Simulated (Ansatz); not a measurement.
## FeNi3 in space group Pm-3m: the states at the Fermi level

```yaml
crystal:
  lattice:
    - [3.54500, 0.00000, 0.00000]
    - [0.00000, 3.54500, 0.00000]
    - [0.00000, 0.00000, 3.54500]
  atoms:
    - { symbol: Fe, position: [0.00000, 0.00000, 0.00000] }
    - { symbol: Ni, position: [0.00000, 0.50000, 0.50000] }
    - { symbol: Ni, position: [0.50000, 0.00000, 0.50000] }
    - { symbol: Ni, position: [0.50000, 0.50000, 0.00000] }
```

The calculation used Ansatz, DFT PBE, scalar-relativistic, plane waves, PAW; levels and slopes on a dense k mesh at the converged density. Collinear spin polarisation. k mesh for the levels: 34×34×34. Unrelaxed database geometry.

### 1. The sheets

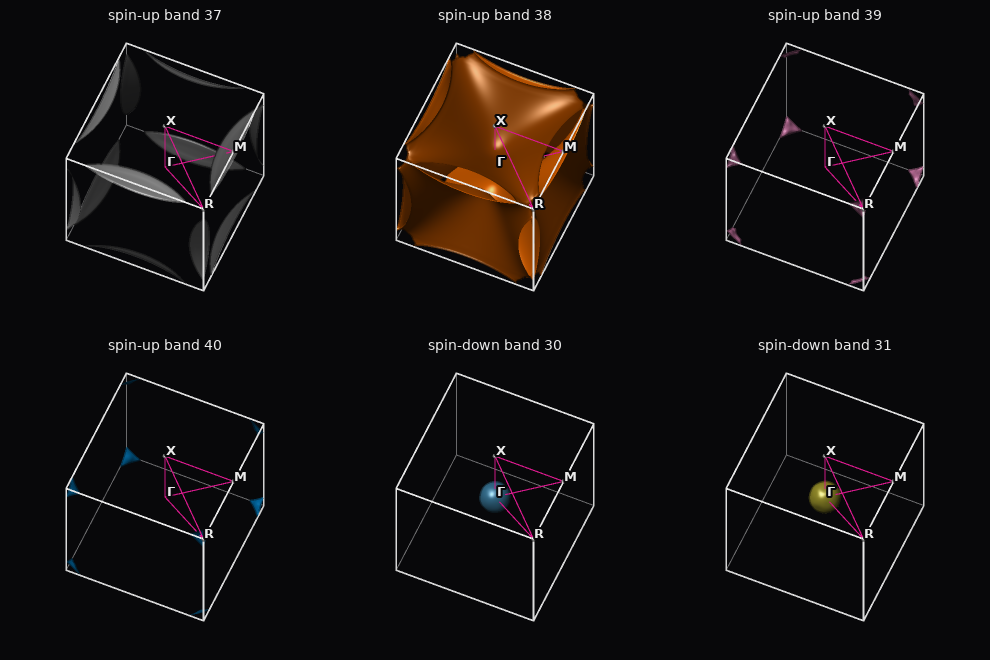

Computed Fermi surface of this crystal. Each panel holds one band. The brighter face of a sheet looks towards empty states. Only the first six of 9 bands are drawn.

**Describe the Fermi surface sheet by sheet.**

Nine bands cross the Fermi level; this is a three-dimensional metal. One further band (spin-down band 29) only grazes it, by no more than 3 meV, and is left out of the picture of the sheets.

Spin-up band 37: three hole pockets centred at M (each 1.0 % of the zone).
Spin-up band 38: a multiply connected open sheet, with filled and empty regions both running through the repeated zones in all directions (the band is filled at R and X and empty at Γ and M).
Spin-up band 39: one electron pocket centred at R (0.32 % of the zone).
Spin-up band 40: one electron pocket centred at R (0.20 % of the zone).
Spin-down band 30: one hole pocket centred at Γ (0.51 % of the zone).
Spin-down band 31: one hole pocket centred at Γ (0.52 % of the zone).
A pocket cut by a face of the zone is counted once with the part on the opposite face.

### 2. The two spins

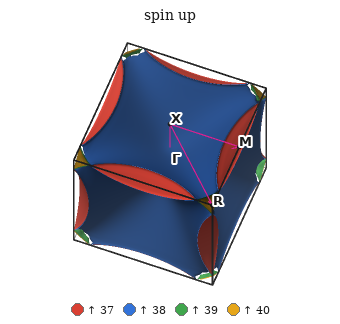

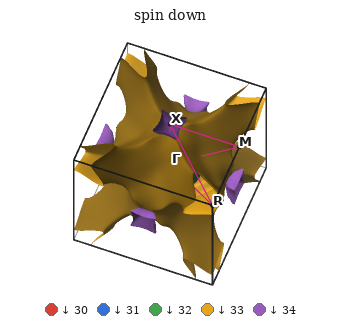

Spin-resolved Fermi surfaces of this crystal; the net moment is 4.8 μB per cell, and spin up is the majority channel.

**What is the spin polarisation of the states at the Fermi level?**

Spin up has four and spin down five bands crossing, with 0.64 and 2.8 states/eV per cell, so (N↑ − N↓)/(N↑ + N↓) = −0.63.

### 3. Speeds

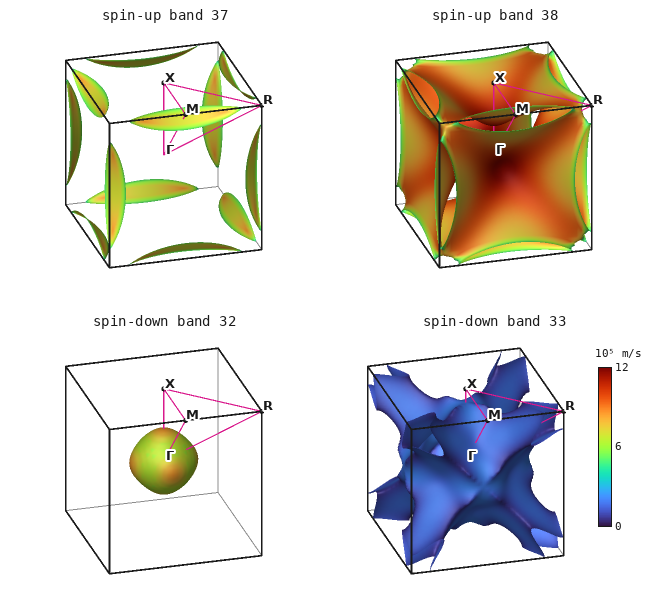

Fermi surface of this crystal (the four sheets of greatest area among nine bands), coloured by the Fermi speed.

**How fast are the electrons on each sheet?**

Spin-up band 37: 5.1 to 8.2 × 10⁵ m/s over most of the sheet, 6.7 × 10⁵ m/s on average over states. Spin-up band 38: 6.1 to 12 × 10⁵ m/s over most of the sheet, 8.7 × 10⁵ m/s on average over states. Spin-down band 32: 6.6 to 8.3 × 10⁵ m/s over most of the sheet, 6.9 × 10⁵ m/s on average over states. Spin-down band 33: 0.66 to 2.0 × 10⁵ m/s over most of the sheet, 1.3 × 10⁵ m/s on average over states.

**Which of these bands adds most to the density of states at the Fermi level?**

Spin-down band 33, with 2.6 of 3.5 states/eV per cell.

### 4. Cuts and bands

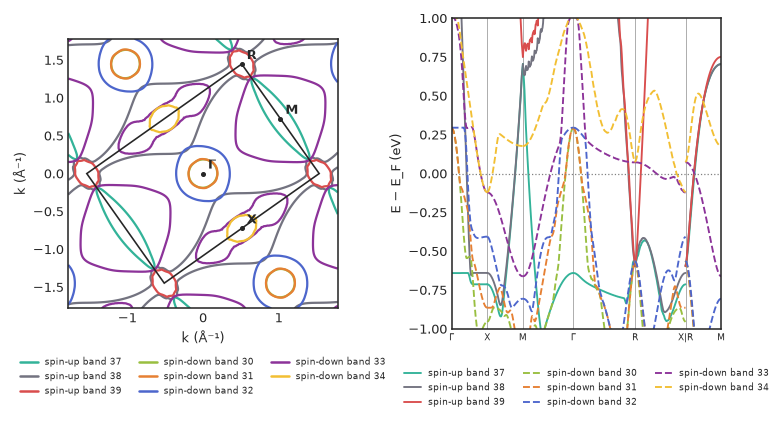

This crystal: cut through the Fermi surface in the plane through Γ, R and M, and the bands that cross the Fermi level. Of the nine bands that cross, the eight with the highest density of states are drawn and listed.

**Give each band's level at the labelled points, in eV from the Fermi level.**

```json
{"band": "spin-up band 37", "Γ": "−0.64", "R": "−0.60", "M": "+0.70", "X": "−0.71"}
{"band": "spin-up band 38", "Γ": "above", "R": "−0.60", "M": "+0.70", "X": "−0.64"}
{"band": "spin-up band 39", "Γ": "above", "R": "−0.60", "M": "+0.75", "X": "above"}
{"band": "spin-down band 30", "Γ": "+0.29", "R": "−0.56", "M": "below", "X": "−0.95"}
{"band": "spin-down band 31", "Γ": "+0.29", "R": "−0.56", "M": "below", "X": "−0.86"}
{"band": "spin-down band 32", "Γ": "+0.29", "R": "−0.56", "M": "−0.81", "X": "−0.41"}
{"band": "spin-down band 33", "Γ": "above", "R": "+0.07", "M": "−0.66", "X": "−0.12"}
{"band": "spin-down band 34", "Γ": "above", "R": "+0.07", "M": "+0.18", "X": "−0.12"}
```

Negative values are filled states; "above" and "below" lie outside the plotted window.

The run ends with a net moment of 4.8 μB a cell, the order reached from its starting moments, not necessarily the lowest. A band edge lies within 0.03 eV of the Fermi level, so pockets and density of states there aren't settled. Necks and pockets thinner than about two mesh steps aren't resolved, so separate pockets may in truth be joined.

Time for the whole run: 3.8 min on 1 thread of Arm Neoverse V1 (shared host), peak memory 1.8 GiB.
